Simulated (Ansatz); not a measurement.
## Electronic structure of TiO2 (slab) in real space

Input file:

```
crystal:
  lattice:
    - [5.3325313025, 0.0, 0.0]
    - [-2.6662656512, 4.7731676704, 0.0]
    - [0.0, 0.0, 25.6650626049]
  atoms:
    - { symbol: Ti, position: [0.5, 0.0, 0.2922260551] }
    - { symbol: O, position: [0.2923803331, 0.5847606662, 0.2922260551] }
    - { symbol: O, position: [0.7076196669, 0.4152393338, 0.2922260551] }
    - { symbol: Ti, position: [0.0, 0.5, 0.3441695414] }
    - { symbol: O, position: [0.7923803331, 0.0847606662, 0.3441695414] }
    - { symbol: O, position: [0.2076196669, 0.9152393338, 0.3441695414] }
    - { symbol: Ti, position: [0.0, 0.0, 0.3961130276] }
    - { symbol: O, position: [0.7923803331, 0.5847606662, 0.3961130276] }
    - { symbol: O, position: [0.2076196669, 0.4152393338, 0.3961130276] }
    - { symbol: Ti, position: [0.5, 0.5, 0.4480565138] }
    - { symbol: O, position: [0.2923803331, 0.0847606662, 0.4480565138] }
    - { symbol: O, position: [0.7076196669, 0.9152393338, 0.4480565138] }
    - { symbol: Ti, position: [0.5, 0.0, 0.5] }
    - { symbol: O, position: [0.2923803331, 0.5847606662, 0.5] }
    - { symbol: O, position: [0.7076196669, 0.4152393338, 0.5] }
    - { symbol: Ti, position: [0.0, 0.5, 0.5519434862] }
    - { symbol: O, position: [0.7923803331, 0.0847606662, 0.5519434862] }
    - { symbol: O, position: [0.2076196669, 0.9152393338, 0.5519434862] }
    - { symbol: Ti, position: [0.0, 0.0, 0.6038869724] }
    - { symbol: O, position: [0.7923803331, 0.5847606662, 0.6038869724] }
    - { symbol: O, position: [0.2076196669, 0.4152393338, 0.6038869724] }
    - { symbol: Ti, position: [0.5, 0.5, 0.6558304586] }
    - { symbol: O, position: [0.2923803331, 0.0847606662, 0.6558304586] }
    - { symbol: O, position: [0.7076196669, 0.9152393338, 0.6558304586] }
    - { symbol: Ti, position: [0.5, 0.0, 0.7077739449] }
    - { symbol: O, position: [0.2923803331, 0.5847606662, 0.7077739449] }
    - { symbol: O, position: [0.7076196669, 0.4152393338, 0.7077739449] }
basis:
  ecutwfc: 420
kpoints:
  mp_grid: { grid: [6, 6, 1] }
hamiltonian:
  xc: pbesol
scf:
  occupations: { method: gaussian, width: 0.05 }
output:
  forces: true
  eigenvalues: true
  write_density: true
  write_potential: true
  elf: true
  volumetric_format: npy
relax:
  adjacent_minimum: "off"
  f_tol: 0.02
  max_steps: 60
efield:
  axis: 3
  dipole_correction: true
  ramp_width: 0.04
```

Command:

```sh
ansatz run input.yaml --threads 4 --pin off --max-ram 10240MiB --backend cpu --events-out ev --progress --plain --runs-dir out
```

The fields are those of the run's last geometry, not of the input's.

Computed without spin polarisation.

These are results of DFT PBEsol, scalar-relativistic, plane waves, PAW (Ansatz 0.2.0), not measurements.

Core electrons are frozen (PAW), and the valence fields are smoothed inside the atomic spheres.

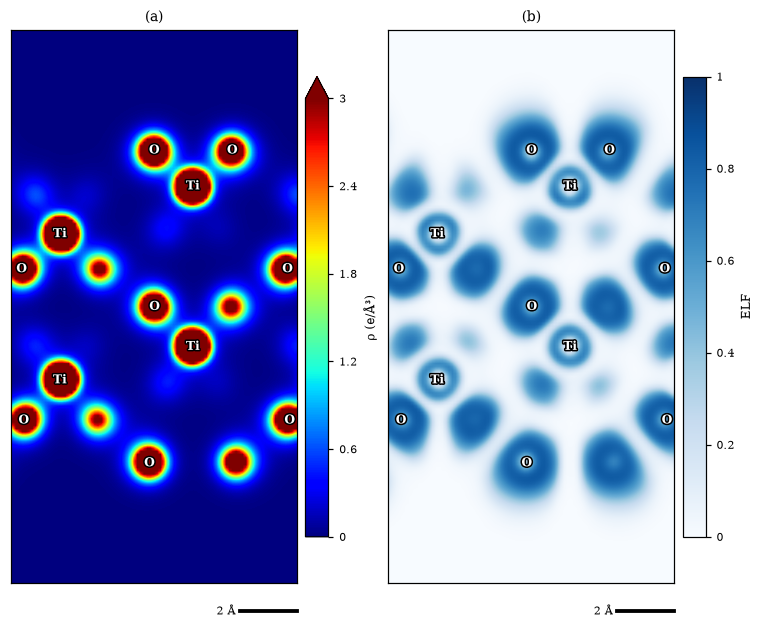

Figure 1. (a) valence electron density; (b) electron localisation function on the (110) plane of the calculation cell, a cut from vacuum to vacuum.

Question: What does the map show?

Answer: The plane passes through O and Ti nuclei. Atoms just off the plane (O, 0.3 Å away) can leave unmarked features too. Ti–O (1.87 Å): ρ is about 0.89 e/Å³ halfway; the ELF peaks at about 0.80 in the valence shell of O, 0.6 Å from its nucleus, and is about 0.25 at the midpoint: no shared electron pair shows on this line. Ti–O (1.94 Å): the density is about 0.72 e/Å³ at the midpoint; the ELF peaks at about 0.85 in the valence shell of O, 0.6 Å from its nucleus, and is about 0.20 at the midpoint: no localised pair shows between them. The density dies away to nearly zero in the vacuum. The features right at Ti lie inside the PAW spheres, where the map follows smoothed inner orbitals and isn't to be read closely.

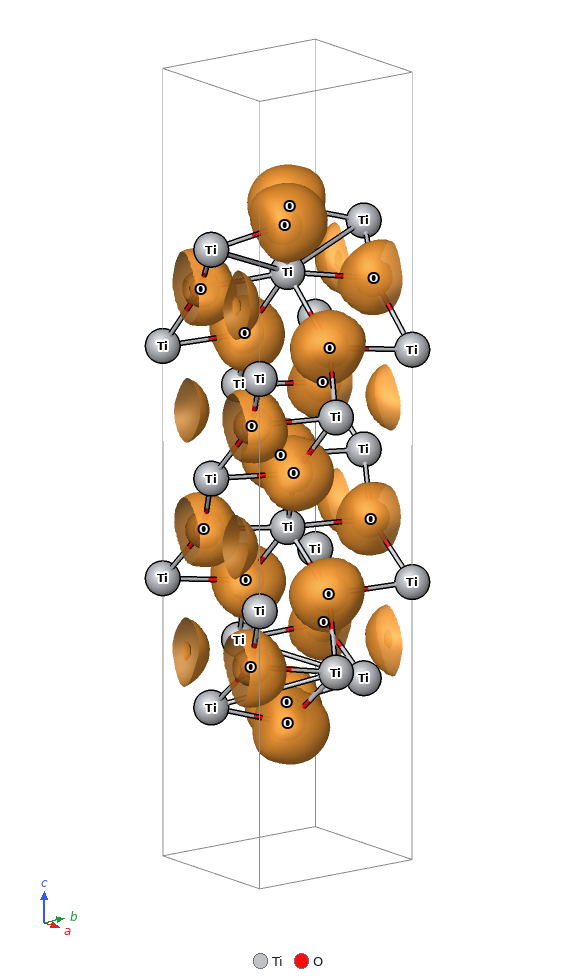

Figure 2. Isosurface of the electron localisation function at 0.75 (orange), seen slightly off an axis. Only the valence region is drawn (cores and ρ < 0.01 e/Å³ removed). Sticks mark near contacts.

Question: Where are the electrons localised?

Answer: The ELF exceeds this value in 18 regions wrapped around O (the valence shell of each), counted in one cell of 27 atoms. Counts are for one cell; the picture repeats the cell along the surface.


Ti–O (1.78 Å): the ELF peaks at about 0.80 in the valence shell of O, 0.6 Å from its nucleus, and is about 0.30 at the midpoint (no localised pair shows between them). Ti–Ti (2.85 Å): the ELF is about 0.15 at the midpoint: no localised pair shows between them.

Question: Does the calculation make it a metal, or give it a gap?

Answer: It is gapped, with a Kohn–Sham gap of 2.3 eV on the k-point mesh (the band edges may lie off the mesh, which would make the gap smaller).
